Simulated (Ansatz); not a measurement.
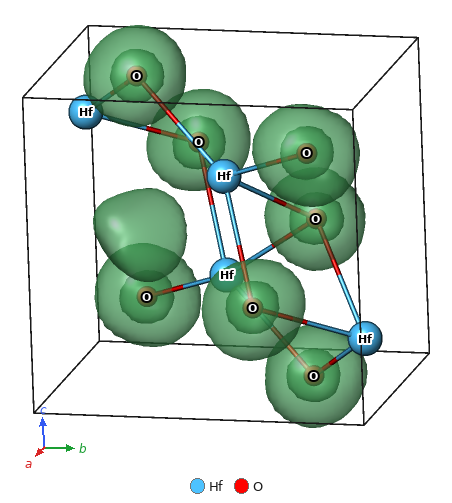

*Hf4O7. Isosurface of the electron localisation function at 0.75 (green), seen slightly off an axis. Only the valence region is drawn (cores and ρ < 0.01 e/Å³ removed). Sticks mark near contacts.*

Space group P1; a generated structure, not necessarily the stable one.

The calculation used Ansatz, DFT PBE, scalar-relativistic, plane waves, PAW.

```
Hf O
1.0
    -5.14126   -0.00186    0.01233
    -0.00188   -5.22616    0.02211
    -0.87513   -0.02254    5.22194
Hf O
4 7
Direct
  0.71965 0.95524 0.20891
  0.27596 0.45105 0.28946
  0.27722 0.04112 0.79054
  0.72798 0.54581 0.70924
  0.44806 0.73979 0.02100
  0.45183 0.76500 0.52021
  0.55276 0.25629 0.97663
  0.92664 0.66053 0.34206
  0.06647 0.16347 0.16253
  0.07558 0.33875 0.66068
  0.92655 0.84106 0.83864
```

**Identify the bonds, lone pairs and shells in this picture.**

The surface consists of seven regions wrapped around O (the valence shell of each) and one pocket between the atoms, centred on no nucleus (multi-centre or interstitial), counted in one cell of 11 atoms. Regions shared between cells count once. Profiles from the grid: Hf–O (2.03 Å): the ELF peaks at about 0.80 in the valence shell of O, 0.6 Å from its nucleus, and drops to about 0.20 between the two atoms; no localised pair shows between them. Hf–O (2.08 Å): the ELF peaks at about 0.85 in the valence shell of O, 0.6 Å from its nucleus, and drops to about 0.20 between the two atoms; no localised pair shows between them.

**Does the calculation give a band gap?**

It is gapped, with a Kohn–Sham gap of 1.1 eV on the k-point mesh, an upper bound to the gap of this method.
